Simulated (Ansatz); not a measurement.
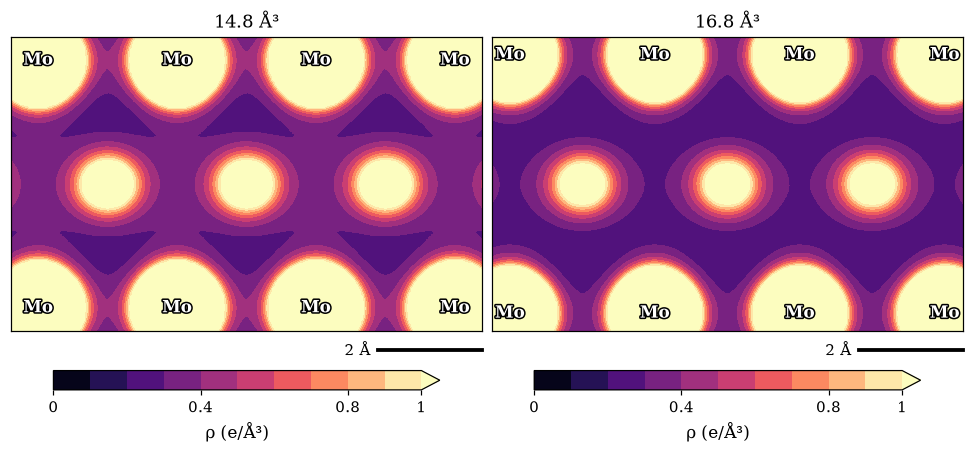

Mo. The valence pseudo-density of cells scaled evenly to different volumes (given per atom above each panel), on the (100) plane of each (indices in the axes of the cell below), at one length scale and on one colour scale.

A generated structure, not necessarily the stable one; computed without spin polarisation.

All numbers below come from DFT, BLYP, plane waves (420 eV) with PAW, scalar-relativistic in Ansatz.

The density is the valence pseudo-density of a PAW calculation; it isn't the true density close to the nuclei.

The largest cell:

```cif
data_structure
_symmetry_space_group_name_H-M 'P 1'
_symmetry_Int_Tables_number 1
_cell_length_a 2.7908
_cell_length_b 2.7908
_cell_length_c 4.9745
_cell_angle_alpha 90.000
_cell_angle_beta 90.000
_cell_angle_gamma 120.000
_cell_volume 33.55
loop_
_atom_site_label
_atom_site_type_symbol
_atom_site_fract_x
_atom_site_fract_y
_atom_site_fract_z
_atom_site_occupancy
Mo1 Mo 0.33333 0.66667 0.25000 1
Mo2 Mo 0.66667 0.33333 0.75000 1
```

| volume (Å³/atom) | Mo–Mo contact in the plane (Å) | ρ at its midpoint (e/Å³) | 
| --- | --- | --- |
| 14.76 | 2.674 | 0.412 | 
| 16.11 | 2.753 | ? | 
| 16.78 | 2.791 | 0.343 | 

What values belong in the row with question marks?

Answer. Over the known rows ln ρ falls by 1.57 per Å of Mo–Mo distance (the line through the two), which gives 0.364 e/Å³ at 2.753 Å; the calculation gives 0.364 e/Å³.
